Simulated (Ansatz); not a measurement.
# Photoemission of Si(111) with F on 25 % of the top atoms and H on the rest

Aim: core-level components, unfolded bands and work function of Si(111) with F on 25 % of the top atoms and H on the rest.

Calculated with Ansatz 0.2.0; DFT, PBE, plane-wave PAW, scalar-relativistic; PAW set soft_1.

## (1) Starting point

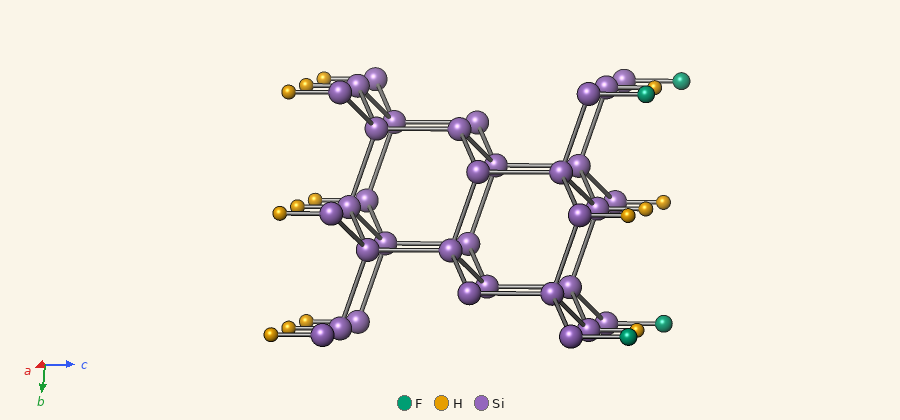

The starting structure, seen from the side, with the c axis across the page (fluorine teal, hydrogen orange, silicon purple). Some periodic images of atoms are drawn too.

The cell holds 32 atoms: 1 F, 7 H and 24 Si. Cell: a = 7.679 Å, b = 7.679 Å, c = 24.144 Å, α = 90.0°, β = 90.0°, γ = 60.0°. It derives from Si. How the cell was made: terminated face; group: F; share of top atoms: 0.25; rest: H; oxygen in back bonds: 0; lower face: H. Regions: ad, 4 atoms (1 F and 3 H); L1, 4 atoms (4 Si); L2, 4 atoms (4 Si); L3, 4 atoms (4 Si); mid, 4 atoms (4 Si); rest, 12 atoms (8 Si and 4 H). Vacuum lies along c.

## (2) Relaxing the atoms

Levels and vacuum steps follow bond lengths, so the atoms are relaxed first. 12 atoms are held to stand for the bulk. A dipole correction cancels the field between unlike faces.

input.yaml

```yaml
crystal:
  lattice:
    - [7.6791796437, 0.0, 0.0]
    - [3.8395898218, 6.6503646517, 0.0]
    - [0.0, 0.0, 24.1437769138]
  atoms:
    - { symbol: F, position: [0.0, 0.0, 0.710070217] }
    - { symbol: H, position: [0.5, 0.0, 0.699301397] }
    - { symbol: H, position: [0.0, 0.5, 0.699301397] }
    - { symbol: H, position: [0.5, 0.5, 0.699301397] }
    - { symbol: Si, position: [0.0, 0.0, 0.642557996] }
    - { symbol: Si, position: [0.5, 0.0, 0.642557996] }
    - { symbol: Si, position: [0.0, 0.5, 0.642557996] }
    - { symbol: Si, position: [0.5, 0.5, 0.642557996] }
    - { symbol: Si, position: [0.833333333, 0.333333333, 0.610096091] }
    - { symbol: Si, position: [0.333333333, 0.333333333, 0.610096091] }
    - { symbol: Si, position: [0.833333333, 0.833333333, 0.610096091] }
    - { symbol: Si, position: [0.333333333, 0.833333333, 0.610096091] }
    - { symbol: Si, position: [0.833333333, 0.333333333, 0.512710377] }
    - { symbol: Si, position: [0.333333333, 0.333333333, 0.512710377] }
    - { symbol: Si, position: [0.833333333, 0.833333333, 0.512710377] }
    - { symbol: Si, position: [0.333333333, 0.833333333, 0.512710377] }
    - { symbol: Si, position: [0.166666667, 0.166666667, 0.480248472] }
    - { symbol: Si, position: [0.666666667, 0.166666667, 0.480248472] }
    - { symbol: Si, position: [0.166666667, 0.666666667, 0.480248472] }
    - { symbol: Si, position: [0.666666667, 0.666666667, 0.480248472] }
    - { symbol: Si, position: [0.166666667, 0.166666667, 0.382862757] }
    - { symbol: Si, position: [0.666666667, 0.166666667, 0.382862757] }
    - { symbol: Si, position: [0.166666667, 0.666666667, 0.382862757] }
    - { symbol: Si, position: [0.666666667, 0.666666667, 0.382862757] }
    - { symbol: Si, position: [0.0, 0.0, 0.350400852] }
    - { symbol: Si, position: [0.5, 0.0, 0.350400852] }
    - { symbol: Si, position: [0.0, 0.5, 0.350400852] }
    - { symbol: Si, position: [0.5, 0.5, 0.350400852] }
    - { symbol: H, position: [0.0, 0.0, 0.289929783] }
    - { symbol: H, position: [0.5, 0.0, 0.289929783] }
    - { symbol: H, position: [0.0, 0.5, 0.289929783] }
    - { symbol: H, position: [0.5, 0.5, 0.289929783] }
kpoints:
  mp_grid: { grid: [3, 3, 1] }
scf:
  occupations: { method: fermi_dirac, width: 0.02 }
  n_extra_bands: 23
hamiltonian:
  xc: pbe
  pseudopotentials: { kind: paw, azcp: { folder: soft_1 } }
output:
  forces: true
  write_potential: true
  volumetric_format: []
efield:
  axis: 3
  dipole_correction: true
relax:
  f_tol: 0.03
  max_steps: 70
  constraints: [{ sites: [20, 21, 22, 23, 24, 25, 26, 27, 28, 29, 30, 31] }]
```

Run with:

```bash
$ ansatz run input.yaml --threads 4 --pin off --max-ram 11264MiB --backend cpu --events-out ev --progress --plain --runs-dir out
```

Numbers of over 12 decimals in the logs are rounded to 6 here.

Log:

```text
scf.n_extra_bands = 23 over 55 filled bands (N_el = 110.0): the run solves 78 bands
Engine: ansatz 0.2.0, aarch64-unknown-linux-gnu
Pseudopotentials: kind: paw
Pseudopotential: F, paw, valence charge 7, recommended cutoff 420 eV (normal), soft_1/F.paw.azcp
Pseudopotential: H, paw, valence charge 1, recommended cutoff 420 eV (normal), soft_1/H.paw.azcp
Pseudopotential: Si, paw, valence charge 4, recommended cutoff 420 eV (normal), soft_1/Si.paw.azcp
Functional definition: PBE
  parameter kappa = 0.804
  parameter beta = 0.066725
  exchange = pbe_x(kappa = kappa, mu = beta*pi^2/3)
  correlation = pbe_c(beta = beta)
Crystal: 32 atoms, lattice volume = 1233.007 Å³
Basis set: ecut = 420 eV, 24051 PW (Γ), exchange–correlation on 108×108×324 points (8 copies of the dense FFT grid, shifted against one another)
Bands: 78, of which v1, the nominal top of the filled ones, is band 55 counted from 1 (54 counted from 0)
Symmetry: 6 space group operations
Space group: P3m1 (ITA 156), of the structure as read, at distance tolerance 1.1e-4 Å
k-points: 3 of 9 (time reversal used)
Non-local potential: F, projectors of the file, l = 0: 2, l = 1: 2, l = 2: 1
Non-local potential: H, projectors of the file, l = 0: 2, l = 1: 1
Non-local potential: Si, projectors of the file, l = 0: 2, l = 1: 2, l = 2: 1
PAW form: soft (Blöchl's): semilocal exchange-correlation on the pseudo side does not see the compensation charge
PAW one-centre angular grid: F, 110 points (default); XC on 64 Gauss nodes
PAW one-centre angular grid: H, 110 points (default); XC on 64 Gauss nodes
PAW one-centre angular grid: Si, 110 points (default); XC on 64 Gauss nodes
Initial density: superposition of atomic densities (neutral atoms: chi_scale 0, normalization atom)
Initial wavefunctions: pseudopotential atomic-orbital guess
Functional: x = pbe(κ = 0.804, μ = 0.219515), c = pbe(β = 0.066725)
SCF iter   1: F=—  HF=-16183.713598 eV  |F-HF|=—  |Δ(HF+E_count)|=         —  Δρ=4.15e-2  dr2=1.85e1  ethr=3.10e-3  p=-0.000 e·Å  D=-6.42e-8 V/Å  ΔV_dip=0.00 eV  dr2_dipole=1.57e-2  V_vac-E_F(+/−)=6.31/6.31 eV  ⟨swp⟩=9.7  Hψ=1570  notcnv=0  defer=10
efield: sawtooth ramp at fractional position 0.9500 (placed from the atoms, in the widest stretch of the axis that holds none; the zero of the levels goes with the place), width 0.1000; the density the first Hamiltonian is built on has a dipole p = -0.000 e·Å; the dipole correction subtracts the counter field D = -6.42e-8 V/Å, which shifts the + side's vacuum level by +0.00 eV against the − side's; the planar-averaged density in the ramp window peaks in size at 2.4e-6 e/Å³
preconditioner: auto → Resta (q_TF=auto, 1.824 Å⁻¹)  ε∞=2.7  [insulator: Δε(μ)=1.401 eV  Ē_g=8.320 eV  σ=0.020 eV  W_gap=1.00  n_scr=122 (ndim 8)  ℏωp=11.0 eV  f_vac=0.484  D(μ)=0.00/eV (n_scr^D=0)  ε∞_Penn≈2.7  vacuum switching on, ρ_ref=5.0e-3 e/Å³]
SCF iter   2: F=—  HF=-16179.550223 eV  |F-HF|=—  |Δ(HF+E_count)|=    4.16e0  Δρ=2.03e-2  dr2=4.69e0  ethr=3.10e-3  p=-0.105 e·Å  D=-1.55e-2 V/Å  ΔV_dip=0.37 eV  dr2_dipole=2.73e-3  V_vac-E_F(+/−)=5.95/5.58 eV  ⟨swp⟩=3.0  Hψ=468  notcnv=0  defer=51
SCF iter   3: F=—  HF=-16178.672813 eV  |F-HF|=—  |Δ(HF+E_count)|=   8.77e-1  Δρ=1.27e-2  dr2=1.56e0  ethr=3.10e-3  p=-0.016 e·Å  D=-2.36e-3 V/Å  ΔV_dip=0.06 eV  dr2_dipole=7.74e-2  V_vac-E_F(+/−)=4.54/4.48 eV  ⟨swp⟩=3.3  Hψ=469  notcnv=0  defer=51
SCF iter   4: F=—  HF=-16178.311103 eV  |F-HF|=—  |Δ(HF+E_count)|=   3.62e-1  Δρ=1.60e-3  dr2=5.58e-2  ethr=1.42e-3  p=-0.171 e·Å  D=-2.52e-2 V/Å  ΔV_dip=0.61 eV  dr2_dipole=1.37e-2  V_vac-E_F(+/−)=4.83/4.22 eV  ⟨swp⟩=3.3  Hψ=490  notcnv=0  defer=40
SCF iter   5: F=—  HF=-16178.324119 eV  |F-HF|=—  |Δ(HF+E_count)|=   1.30e-2  Δρ=8.68e-4  dr2=3.89e-2  ethr=5.07e-5  p=-0.076 e·Å  D=-1.12e-2 V/Å  ΔV_dip=0.27 eV  dr2_dipole=1.46e-2  V_vac-E_F(+/−)=4.58/4.31 eV  ⟨swp⟩=4.3  Hψ=401  notcnv=0  defer=45
SCF iter   6: F=—  HF=-16178.322523 eV  |F-HF|=—  |Δ(HF+E_count)|=   1.60e-3  Δρ=2.65e-4  dr2=2.86e-3  ethr=3.54e-5  p=-0.110 e·Å  D=-1.61e-2 V/Å  ΔV_dip=0.39 eV  dr2_dipole=8.64e-4  V_vac-E_F(+/−)=4.58/4.19 eV  ⟨swp⟩=3.3  Hψ=327  notcnv=0  defer=45
SCF iter   7: F=—  HF=-16178.322960 eV  |F-HF|=—  |Δ(HF+E_count)|=   4.37e-4  Δρ=7.34e-5  dr2=1.91e-4  ethr=2.60e-6  p=-0.119 e·Å  D=-1.75e-2 V/Å  ΔV_dip=0.42 eV  dr2_dipole=1.45e-5  V_vac-E_F(+/−)=4.57/4.15 eV  ⟨swp⟩=2.0  Hψ=339  notcnv=0  defer=45
SCF iter   8: F=-16178.322998 eV  HF=-16178.323001 eV  |F-HF|=3.08e-6  |Δ(HF+E_count)|=   4.03e-5  Δρ=2.52e-5  dr2=1.09e-5  ethr=2.05e-8  p=-0.120 e·Å  D=-1.76e-2 V/Å  ΔV_dip=0.43 eV  dr2_dipole=2.70e-8  V_vac-E_F(+/−)=4.56/4.14 eV  ⟨swp⟩=12.7  Hψ=2254  notcnv=0
SCF 1 converged in 8 iterations: F = -16178.322998 eV  dr2 = 1.09e-5
  greatest PAW one-centre occupation: 0.932 electrons in one spin orbital (limit 2), on the F atom at site 0 (counted from 0), in its partial waves of l = 0
relax step   1: F+E_penalty+E_count = -16178.32299765 eV  Δ(F+E_penalty+E_count) = +0.000e0 eV  max|allowed force component| = 2.871e0 eV/Å  Δτ_max = 0.0000 Å  (8 SCF iters, dr2 threshold 2.25e-5 eV, accepted)
Initial density: handed on by an earlier stage of this run
Initial wavefunctions: those handed on with the density
iter 1 solved again at ethr=1.26e-4 eV; its pass at ethr=3.10e-3 eV (dr2=1.39e-1 eV) is discarded
SCF iter   1: F=—  HF=-16178.790803 eV  |F-HF|=—  |Δ(HF+E_count)|=         —  Δρ=4.17e-3  dr2=1.41e-1  ethr=1.26e-4  p=-0.120 e·Å  D=-1.76e-2 V/Å  ΔV_dip=0.43 eV  dr2_dipole=7.25e-4  V_vac-E_F(+/−)=4.54/4.11 eV  ⟨swp⟩=1.7  Hψ=837  notcnv=0  defer=41
efield: sawtooth ramp at fractional position 0.9500 (handed on by an earlier solve), width 0.1000; the density the first Hamiltonian is built on has a dipole p = -0.120 e·Å; the dipole correction subtracts the counter field D = -1.76e-2 V/Å, which shifts the + side's vacuum level by +0.43 eV against the − side's; the planar-averaged density in the ramp window peaks in size at 1.9e-6 e/Å³
preconditioner: auto → Resta (q_TF=auto, 1.824 Å⁻¹)  ε∞=2.9  [insulator: Δε(μ)=1.061 eV  Ē_g=7.990 eV  σ=0.020 eV  W_gap=1.00  n_scr=122 (ndim 8)  ℏωp=11.0 eV  f_vac=0.509  D(μ)=0.00/eV (n_scr^D=0)  ε∞_Penn≈2.9  vacuum switching on, ρ_ref=4.6e-3 e/Å³]
SCF iter   2: F=—  HF=-16178.764978 eV  |F-HF|=—  |Δ(HF+E_count)|=   2.58e-2  Δρ=2.02e-3  dr2=2.95e-2  ethr=1.26e-4  p=-0.139 e·Å  D=-2.04e-2 V/Å  ΔV_dip=0.49 eV  dr2_dipole=1.80e-9  V_vac-E_F(+/−)=4.60/4.11 eV  ⟨swp⟩=2.3  Hψ=316  notcnv=0  defer=41
[...]
SCF iter   4: F=—  HF=-16178.850480 eV  |F-HF|=—  |Δ(HF+E_count)|=   1.38e-4  Δρ=1.35e-5  dr2=4.20e-6  ethr=8.40e-8  p=-0.158 e·Å  D=-2.32e-2 V/Å  ΔV_dip=0.56 eV  dr2_dipole=1.03e-6  V_vac-E_F(+/−)=4.68/4.12 eV  ⟨swp⟩=2.0  Hψ=354  notcnv=0  defer=41
SCF iter   5: F=—  HF=-16178.850480 eV  |F-HF|=—  |Δ(HF+E_count)|=   3.56e-7  Δρ=1.00e-5  dr2=2.09e-6  ethr=3.82e-9  p=-0.159 e·Å  D=-2.33e-2 V/Å  ΔV_dip=0.56 eV  dr2_dipole=7.28e-7  V_vac-E_F(+/−)=4.68/4.12 eV  ⟨swp⟩=2.0  Hψ=319  notcnv=0  defer=41
SCF iter   6: F=—  HF=-16178.850480 eV  |F-HF|=—  |Δ(HF+E_count)|=   2.13e-7  Δρ=2.29e-6  dr2=1.02e-7  ethr=9.09e-11  p=-0.158 e·Å  D=-2.32e-2 V/Å  ΔV_dip=0.56 eV  dr2_dipole=3.18e-11  V_vac-E_F(+/−)=4.68/4.12 eV  ⟨swp⟩=9.0  Hψ=1837  notcnv=0
SCF iter   7: F=-16178.850480 eV  HF=-16178.850480 eV  |F-HF|=1.31e-9  |Δ(HF+E_count)|=   4.33e-8  Δρ=8.66e-7  dr2=1.98e-8  ethr=9.09e-11  p=-0.158 e·Å  D=-2.32e-2 V/Å  ΔV_dip=0.56 eV  dr2_dipole=1.09e-9  V_vac-E_F(+/−)=4.68/4.12 eV  ⟨swp⟩=10.0  Hψ=1567  notcnv=0
SCF 4 converged in 7 iterations: F = -16178.850480 eV  dr2 = 1.98e-8
relax step   4: F+E_penalty+E_count = -16178.85048025 eV  Δ(F+E_penalty+E_count) = -1.663e-3 eV  max|allowed force component| = 9.475e-3 eV/Å  Δτ_max = 0.0105 Å  (7 SCF iters, accepted)
NSCF: frozen V_eff on 3 k-points
the band table was solved once a step of the walk had ended and its energy, with any forces and stress, was formed, with the checks that follow a solve (1732 applications of the Hamiltonian). They found nothing against the state; the energy, forces and stress were not computed again (output.eigenvalues in the input reference)
WARN: The output density's exchange-correlation potential varies sharply where the density is thin. Do not read a vacuum level from v_tot or v_xc, or from such a field of the output density. On a cell that repeats whose density bears no net charge and no dipole along the vacuum's axis use v_es (v_loc + v_h of the components); under efield.dipole_correction with no amplitude use v_es + v_field, which holds any externa [...]
SCF converged after 7 iterations
Free energy (F): -16178.850480 eV
Harris-Foulkes:  -16178.850480 eV  (|F-HF|=1.31e-9)
Internal energy: -16178.850480 eV  (E = F + TS)
E sigma→0 (E₀):  -16178.850480 eV
Fermi energy:    0.085300 eV
Dipole field:    D = -0.023212 V/Å  (p = -0.158164 e·Å, saw-weighted, corrected)
Work function:   Φ+ = 4.6774 eV   Φ− = 4.1169 eV
Levels:          The Fermi level and band energies are counted from a zero that moves with the ramp; work functions are not
--- Per-component energies (eV) ---
  E_band       = -637.820217
  E_kinetic    = 1266.426043
  E_local      = -28830.894985  (includes V_loc(G=0)·N_el)
  E_nonlocal   = 638.623430
  E_hartree    = 13862.468996
  E_xc         = -1490.688572
  E_vxc        = -1319.914266  (∫ρ·V_xc dr)
  E_paw        = -12488.083785  (= ΣΔE_a)
  E_vpaw       = -117.532741  (= ΣTr[D̂ρ^β])
  E_aug_tail   = -0.005328  (compensation charges beyond the density's cutoff)
  E_efield     = 0.001836  (sawtooth field / dipole correction)
  E_vefield    = 0.549675  (∫n·V_field dr)
  E_ewald      = 10863.301886
  E_smearing   = -0.000000  (= −TS)
  E_closure    = -0.000000  (closes the sum)
  Σ components = -16178.850480   (vs F -16178.850480, Δ=0.00e0)
--- Forces (eV/Å), atoms counted from 1 ---
  atom   1  F     -0.00000000    -0.00000000     0.00584825
  atom   2  H      0.00000000    -0.00205112    -0.00341102
  atom   3  H     -0.00177632     0.00102556    -0.00341102
  atom   4  H      0.00177632     0.00102556    -0.00341102
  atom   5  Si    -0.00000000    -0.00000000     0.00035623
  atom   6  Si    -0.00000000     0.00834836     0.00550822
  atom   7  Si     0.00722989    -0.00417418     0.00550822
  atom   8  Si    -0.00722989    -0.00417418     0.00550822
  atom   9  Si     0.00000000    -0.00324534     0.00219562
  atom  10  Si     0.00000000     0.00000000    -0.00947498
  atom  11  Si     0.00281055     0.00162267     0.00219562
  atom  12  Si    -0.00281055     0.00162267     0.00219562
  atom  13  Si    -0.00000000     0.00117411    -0.00147654
  atom  14  Si    -0.00000000    -0.00000000     0.00072738
  atom  15  Si    -0.00101681    -0.00058706    -0.00147654
  atom  16  Si     0.00101681    -0.00058706    -0.00147654
  atom  17  Si     0.00084426     0.00048743     0.00071477
  atom  18  Si    -0.00084426     0.00048743     0.00071477
  atom  19  Si     0.00000000    -0.00097487     0.00071477
  atom  20  Si     0.00000000     0.00000000    -0.00096144
  atom  21  Si     0.00124313     0.00071772    -0.07571150
  atom  22  Si    -0.00124313     0.00071772    -0.07571150
  atom  23  Si     0.00000000    -0.00143545    -0.07571150
  atom  24  Si    -0.00000000    -0.00000000    -0.07954671
  atom  25  Si     0.00000000     0.00000000     0.85213996
  atom  26  Si     0.00000000    -0.00217769     0.84670441
  atom  27  Si    -0.00188594     0.00108885     0.84670441
  atom  28  Si     0.00188594     0.00108885     0.84670441
  atom  29  H     -0.00000000     0.00000000    -0.77282033
  atom  30  H     -0.00000000     0.00002904    -0.77329729
  atom  31  H      0.00002515    -0.00001452    -0.77329729
  atom  32  H     -0.00002515    -0.00001452    -0.77329729
  max |Σ_I F_I| component: 5.16e-5 eV/Å
--- Band table (eV) ---
  k-point 0: bands = [... 51 lower, -0.8955, -0.8955, -0.4595, -0.4595, 0.6225, 0.6565, 0.6565, 1.0646, ... 19 higher]
  k-point 1: bands = [... 51 lower, -1.7373, -1.4962, -1.3850, -0.8563, 0.7800, 1.3586, 1.4729, 1.5962, ... 19 higher]
  k-point 2: bands = [... 51 lower, -2.2215, -1.7718, -1.6288, -1.6011, 1.6772, 2.0530, 2.1065, 2.1308, ... 19 higher]
--- Relaxed structure (4 steps of the walk, 4 accepted, 0 SCFs on fresh bases) ---
  F+E_penalty+E_count = -16178.85048025 eV   max|allowed force component| = 9.475e-3 eV/Å
  atoms:
    - { symbol: F, position: [0, 0, 0.710318] }
    - { symbol: H, position: [0.500298, -0.000595712, 0.706085] }
    - { symbol: H, position: [-0.000595712, 0.500298, 0.706085] }
    - { symbol: H, position: [0.500298, 0.500298, 0.706085] }
    - { symbol: Si, position: [0, 0, 0.642506] }
    - { symbol: Si, position: [0.499893, 0.000213187, 0.643869] }
    - { symbol: Si, position: [0.000213187, 0.499893, 0.643869] }
    - { symbol: Si, position: [0.499893, 0.499893, 0.643869] }
    - { symbol: Si, position: [0.832659, 0.334682, 0.611548] }
    - { symbol: Si, position: [0.333333, 0.333333, 0.611804] }
    - { symbol: Si, position: [0.832659, 0.832659, 0.611548] }
    - { symbol: Si, position: [0.334682, 0.832659, 0.611548] }
    - { symbol: Si, position: [0.833507, 0.332985, 0.513643] }
    - { symbol: Si, position: [0.333333, 0.333333, 0.513960] }
    - { symbol: Si, position: [0.833507, 0.833507, 0.513643] }
    - { symbol: Si, position: [0.332985, 0.833507, 0.513643] }
    - { symbol: Si, position: [0.166800, 0.166800, 0.480632] }
    - { symbol: Si, position: [0.666400, 0.166800, 0.480632] }
    - { symbol: Si, position: [0.166800, 0.666400, 0.480632] }
    - { symbol: Si, position: [0.666667, 0.666667, 0.480624] }
    - { symbol: Si, position: [0.166667, 0.166667, 0.382862757] }
    - { symbol: Si, position: [0.666667, 0.166667, 0.382862757] }
    - { symbol: Si, position: [0.166667, 0.666667, 0.382862757] }
    - { symbol: Si, position: [0.666667, 0.666667, 0.382862757] }
    - { symbol: Si, position: [0.0, 0.0, 0.350400852] }
    - { symbol: Si, position: [0.500000, 0.0, 0.350400852] }
    - { symbol: Si, position: [-2.7755575615628914e-17, 0.500000, 0.350400852] }
    - { symbol: Si, position: [0.500000, 0.500000, 0.350400852] }
    - { symbol: H, position: [0.0, 0.0, 0.289929783] }
    - { symbol: H, position: [0.500000, 0.0, 0.289929783] }
    - { symbol: H, position: [-2.7755575615628914e-17, 0.500000, 0.289929783] }
    - { symbol: H, position: [0.500000, 0.500000, 0.289929783] }
```

The job ended after 27 s (4 threads of Arm Neoverse V2, shared host; peak memory 1.7 GiB; 1.7 min of CPU time).

Relaxation path:

| step | energy less that of the first step (eV) | largest force component (eV/Å) |
| --- | --- | --- |
| 1 | 0.0000 | 2.8708 |
| 2 | -0.4366 | 1.0967 |
| 3 | -0.5258 | 0.0999 |
| 4 | -0.5275 | 0.0095 |

The run keeps the 6 symmetry operations that it works with, so distortions that break them were not tested.

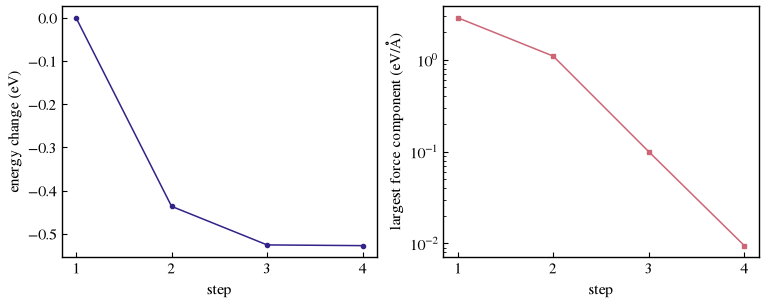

Energy and largest force along the relaxation.

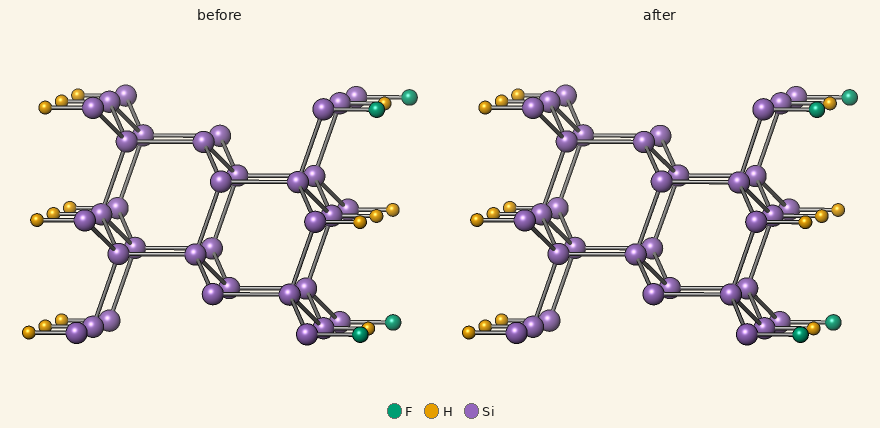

The structure before and after the relaxation, drawn at the same scale.

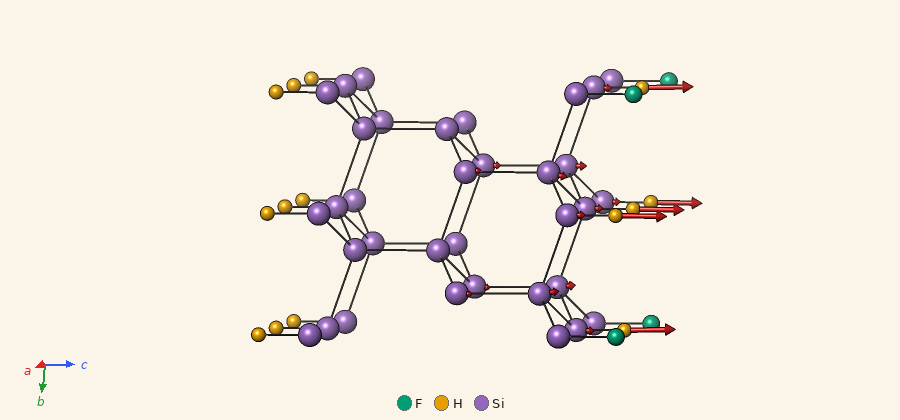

Displacements in the relaxation, exaggerated; the longest in the cell stands for 0.16 Å. Some periodic images of atoms are drawn too.

The atoms that moved most (Å):

| atom | dx | dy | dz | length |
| --- | --- | --- | --- | --- |
| H2 | 0.000 | -0.004 | 0.164 | 0.164 |
| H3 | -0.003 | 0.002 | 0.164 | 0.164 |
| H4 | 0.003 | 0.002 | 0.164 | 0.164 |
| Si10 | 0.000 | 0.000 | 0.041 | 0.041 |
| Si9 | 0.000 | 0.009 | 0.035 | 0.036 |
| Si12 | 0.008 | -0.004 | 0.035 | 0.036 |
| Si11 | -0.008 | -0.004 | 0.035 | 0.036 |
| Si8 | -0.001 | -0.001 | 0.032 | 0.032 |

Numbers from this step:

```yaml
free_energy: -16178.8505 eV
fermi_energy: 0.08530 eV
symmetry_operations: 6
gap_on_the_k_mesh: 1.082 eV
ionisation_potential_upper_face: 5.222 eV
upper_vacuum_level_less_the_lowest_empty_level_kohn_sham_affinity: 4.140 eV
ionisation_potential_lower_face: 4.662 eV
```

The relaxation ends 16 meV an atom lower, with a largest force component of 0.0095 eV/Å on the free atoms.

[end of part 1 of 4]

[Logs are printed without paths, hosts, clocks, repeated set-up lines and the standing remarks that a program may print on its own settings, such as how far it seeks lower states.]

[Hosts, paths, dates, database ids (printed as entryN), source tags and the programs' standing remarks are cut or masked in the printed files.]

[Maps of the electrostatic potential energy from Ansatz leave out the sawtooth potential of an applied field or a dipole correction, so their vacuum need not be flat; work functions include it.]
